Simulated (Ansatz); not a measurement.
Ga₃Se

```
CELL_PARAMETERS angstrom
0.00000 0.00000 4.22492
4.22492 0.00000 0.00000
0.00000 4.22492 0.00000
ATOMIC_POSITIONS crystal
Ga 0.50000 0.00000 0.50000
Ga 0.50000 0.50000 0.00000
Ga 0.00000 0.50000 0.50000
Se 0.00000 0.00000 0.95266
```

Space group P4mm; a structure from a database of computed crystals, not necessarily the ambient phase; changed on purpose from its base cell (atom 4 (Se) moved -0.200 A along Cartesian [0 1 0]); computed without spin polarisation.

Theory: Ansatz 0.2.0, DFT PBEsol+D3(BJ), scalar-relativistic, plane waves, PAW.

In a PAW calculation such maps are meaningful between the atoms, not at the nuclei.

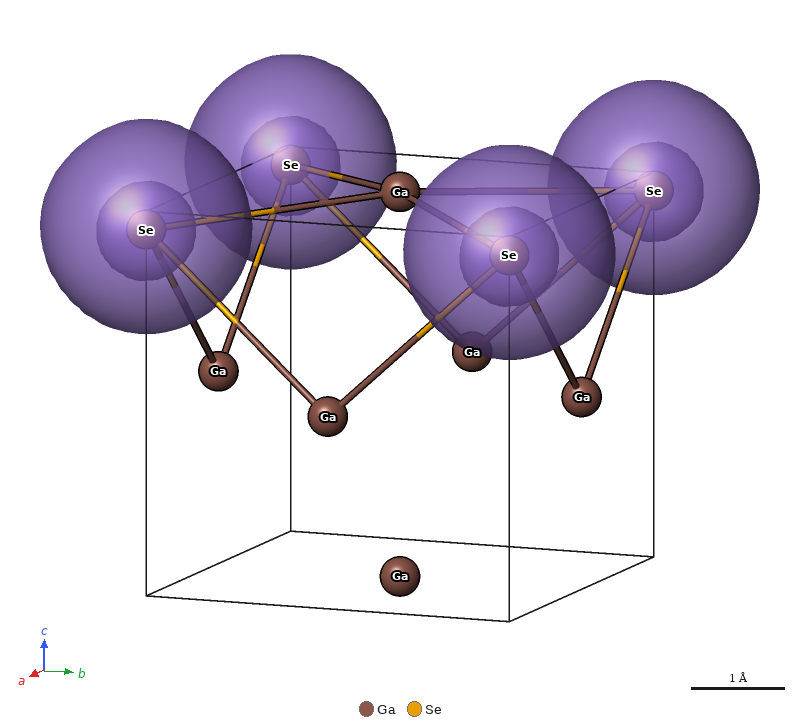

Figure 1. Isosurface of the electron localisation function at 0.65 (purple), seen slightly off an axis. Only the valence region is drawn (cores and ρ < 0.01 e/Å³ removed). Sticks mark near contacts.

Identify the bonds, lone pairs and shells in this picture.

Answer. At this value the surface marks out one region wrapped around Se (its valence shell), counted in one cell of 4 atoms. Any copies at cell faces, edges or corners count once. Along the contacts the grid gives the following. Ga–Se (2.85 Å): the ELF is about 0.35 at the midpoint and 0.25 at its lowest between the atoms. Ga–Se (2.99 Å): the ELF is about 0.30 at the midpoint.

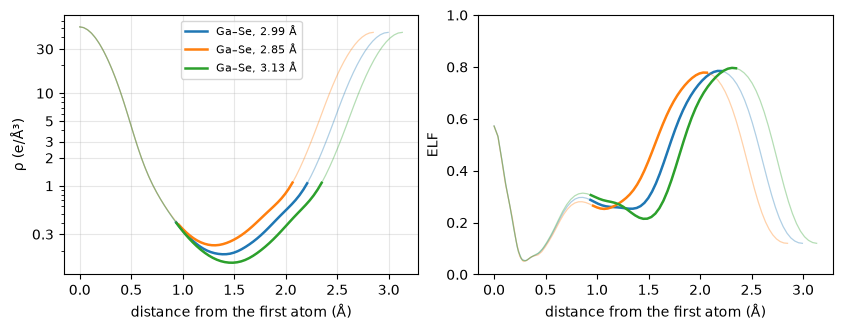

Figure 2. Valence charge density (pseudo) and electron localisation function along straight lines between neighbouring atoms. Thin, pale parts lie inside the atomic spheres.

Compare the contacts.

Answer. Ga–Se (2.99 Å): ρ is about 0.19 e/Å³ halfway; the ELF is about 0.30 at the midpoint.
Ga–Se (2.85 Å): the density is about 0.24 e/Å³ at the midpoint; the ELF is about 0.35 at the midpoint and 0.25 at its lowest between the atoms.
Ga–Se (3.13 Å): ρ at the midpoint is about 0.15 e/Å³; the ELF is about 0.25 at the midpoint.

Does the calculation make it a metal, or give it a gap?

Answer. It is metallic or semimetallic at this level of theory: no gap opens.
